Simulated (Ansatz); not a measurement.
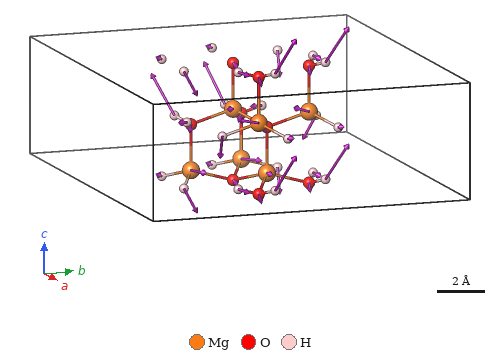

A relaxation of a wire of composition Mg3H8O3. The starting structure is drawn; purple arrows show the displacements (the part carried along by the change of the cell is left out), at their true length.

A ball-and-stick model of the cell of the calculation, with the vacuum cut short (origin shifted), seen slightly off an axis.

Case: wire along [0 0 1], 12 atoms a period, capped with H.

All numbers below come from DFT PBE, scalar-relativistic, plane waves, PAW (Ansatz 0.2.0). Settings: plane-wave cutoff 420 eV; k-point mesh 1 × 1 × 7; occupations gaussian; smearing width 0.05 eV; no spin polarisation; cell relaxed at fixed a, b, alpha, beta, gamma; force threshold 0.02 eV/Å; at most 45 steps.

> Which element moves most?

Hydrogen: up to 2.14 Å, against 1.07 Å for magnesium.

> What did the optimiser do to the structure, and how much energy did it gain?

The largest moves relative to the centre of the atoms, 2.14 Å, are those of H atoms. Largest moves by element: H 2.14 Å, Mg 1.07 Å, O 0.47 Å. Along the periodic axis the drawn cell goes c 5.118 → 5.163 Å (+0.9 %). Near-neighbour distances that change, for instance: H–O 0.970 → 3.210 Å, H–Mg 3.924 → 1.986 Å, H–H 2.473 → 0.753 Å, H–Mg 1.720 → 3.111 Å. New bonds form, among them: H–H (2.47 → 0.75 Å), H–Mg (3.92 → 1.99 Å). Bonds break, among them: H–Mg (1.72 → 3.11 Å), H–O (0.97 → 3.21 Å). Bond angles that change, for instance: O–Mg–H 106.1° → 145.5°, Mg–O–Mg 112.6° → 88.3°, Mg–O–Mg 106.1° → 128.7°. The energy falls by 9.387 eV per cell of the calculation in 31 accepted moves (35 points after the start). The largest force component goes from 1.4 to 0.011 eV/Å. The line search rejected the trial steps at points 9, 25, 29 of the run. The SCF was repeated once at an unchanged geometry on a basis and grid sized afresh for the cell, which shifted the energy by 6.5 meV per cell of the calculation at most.
